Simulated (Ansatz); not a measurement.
## Electronic structure of AlGa3As4 in real space

Input file:

```
crystal:
  lattice:
    - [5.7299542621, 0.0, 0.0]
    - [0.0, 5.7299542621, 0.0]
    - [0.0, 0.0, 5.7299542621]
  atoms:
    - { symbol: Al, position: [0.5, 0.5, 0.5] }
    - { symbol: Ga, position: [0.5, 0.0, 0.0] }
    - { symbol: Ga, position: [0.0, 0.0, 0.5] }
    - { symbol: Ga, position: [0.0, 0.5, 0.0] }
    - { symbol: As, position: [0.7493532455, 0.2506467545, 0.7493532455] }
    - { symbol: As, position: [0.7493532455, 0.7493532455, 0.2506467545] }
    - { symbol: As, position: [0.2506467545, 0.2506467545, 0.2506467545] }
    - { symbol: As, position: [0.2506467545, 0.7493532455, 0.7493532455] }
basis:
  ecutwfc: 420
kpoints:
  mp_grid: { grid: [6, 6, 6] }
hamiltonian:
  xc: pbe
scf:
  occupations: { method: gaussian, width: 0.02 }
output:
  forces: true
  stress: true
  eigenvalues: true
  write_density: true
  write_potential: true
  elf: true
  volumetric_format: npy
relax:
  adjacent_minimum: "off"
  f_tol: 0.01
  max_steps: 80
  cell: { stress_tol: 0.05 }
```

Launched as:

```sh
ansatz run input.yaml --threads 1 --pin off --max-ram 2560MiB --backend cpu --events-out ev --progress --plain --runs-dir out
```

Below, planes, directions and counts refer to the conventional cell (a = 5.74 Å, b = 5.74 Å, c = 5.74 Å, α = 90.00°, β = 90.00°, γ = 90.00°).

The fields are those of the relaxed geometry.

Space group P-43m; a structure generated by program, which may or may not match a known phase.

Level of theory: Ansatz, DFT PBE, scalar-relativistic, plane waves, PAW.

Core electrons are frozen (PAW), and the valence fields are smoothed inside the atomic spheres.

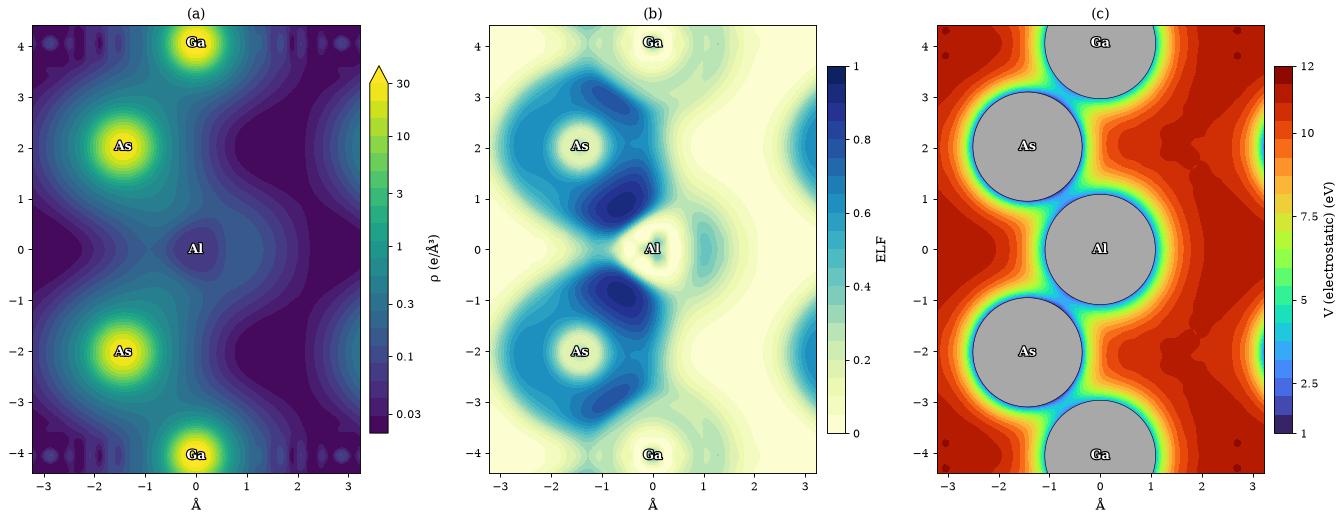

Figure 1. (a) valence charge density (pseudo); (b) electron localisation function; (c) electrostatic potential (local pseudopotential plus Hartree) felt by an electron on the (101̄) plane of the conventional cell. Grey discs cover the atomic cores in the potential map.

Read the bonding off the picture.

Answer. Atoms in the plane: Al, Ga and As.
Al–As (2.48 Å): the density is about 0.47 e/Å³ at the midpoint; the ELF peaks at about 0.95 between the atoms (localised, covalent bonding).
Ga–As (2.49 Å): the density is about 0.47 e/Å³ at the midpoint; the ELF peaks at about 0.80 between the atoms, as expected for localised, covalent bonding.
The density dies away to nearly zero in the voids.
Outside the cores the potential energy rises away from the atoms and is highest about 2.4 Å from the nearest atoms; its zero is arbitrary.

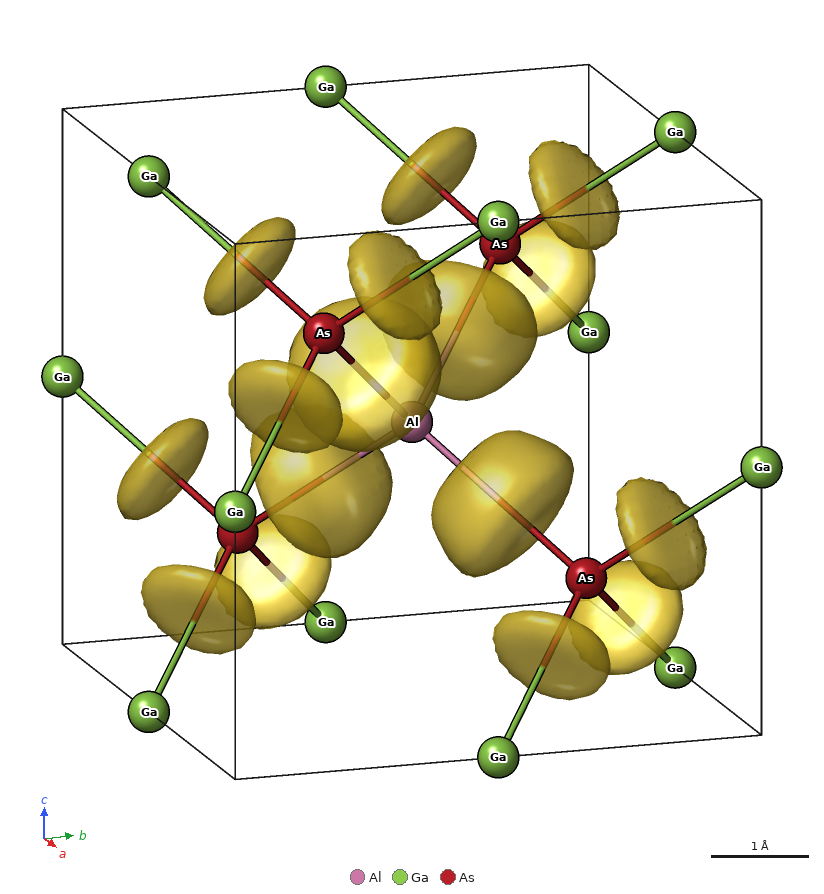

Figure 2. Isosurface of the ELF at 0.7 (yellow), seen slightly off an axis. Core shells and regions of very low density are left out. Sticks mark near contacts.

What do the ELF domains correspond to?

Answer. The surface consists of four regions between bonded Al–As atoms (shared pairs) and twelve regions between bonded As–Ga atoms (shared pairs), counted in one cell of 8 atoms. Any copies at cell faces, edges or corners count once.

Does the calculation give a band gap?

Answer. It is gapped, with a Kohn–Sham gap of 0.54 eV on the k-point mesh (the band edges may lie off the mesh, which would make the gap smaller).
